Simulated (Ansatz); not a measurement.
System: Te₂Mo, space group P6_3/mmc (No. 194).

Starting cell:
```cif
data_structure
_symmetry_space_group_name_H-M 'P 1'
_symmetry_Int_Tables_number 1
_cell_length_a 3.5566
_cell_length_b 3.5566
_cell_length_c 15.3429
_cell_angle_alpha 90.000
_cell_angle_beta 90.000
_cell_angle_gamma 120.000
_cell_volume 168.08
loop_
_atom_site_label
_atom_site_type_symbol
_atom_site_fract_x
_atom_site_fract_y
_atom_site_fract_z
_atom_site_occupancy
Te1 Te 0.33333 0.66667 0.63215 1
Te2 Te 0.66667 0.33333 0.13215 1
Te3 Te 0.33333 0.66667 0.86785 1
Te4 Te 0.66667 0.33333 0.36785 1
Mo1 Mo 0.33333 0.66667 0.25000 1
Mo2 Mo 0.66667 0.33333 0.75000 1
```

How it was computed, with Ansatz 0.2.0: static Raman activity and infrared intensity of zone-centre phonons of an insulator with atoms at rest in the given cell, summed over the level, zero field, imaginary frequencies are negative, field response on a mesh refined by the program; plane waves with PAW datasets. Level: PBE, no spin polarisation.

| setting | value |
| --- | --- |
| wave cutoff | 420 eV |
| k mesh | 12×12×2 |
| occupations | fixed |
| pressure | 0 GPa |

What does the calculation give for the infrared and Raman spectrum of the zone-centre phonons?

The strongest infrared line is at 229.1 cm⁻¹, and no other reaches 6 % of it. The strongest Raman line is at 167.8 cm⁻¹, and no other reaches 6 % of it. No mode is active in both spectra, the mutual exclusion of a crystal with an inversion centre.

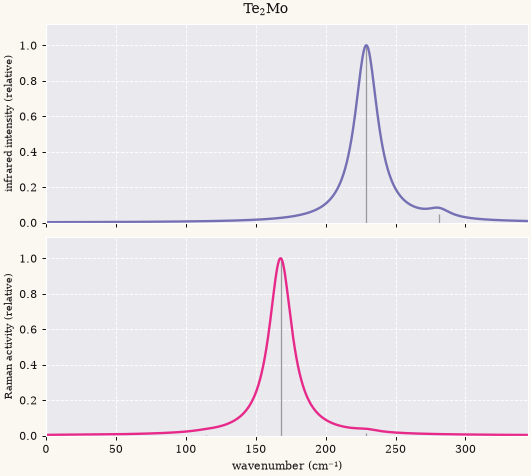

Lines are broadened by Lorentzians of 20 cm⁻¹ full width; each panel is scaled to its strongest line. These are zero-field (TO) frequencies; inactive modes don't show.

Limits of the calculation: weakly bound, no dispersion correction.
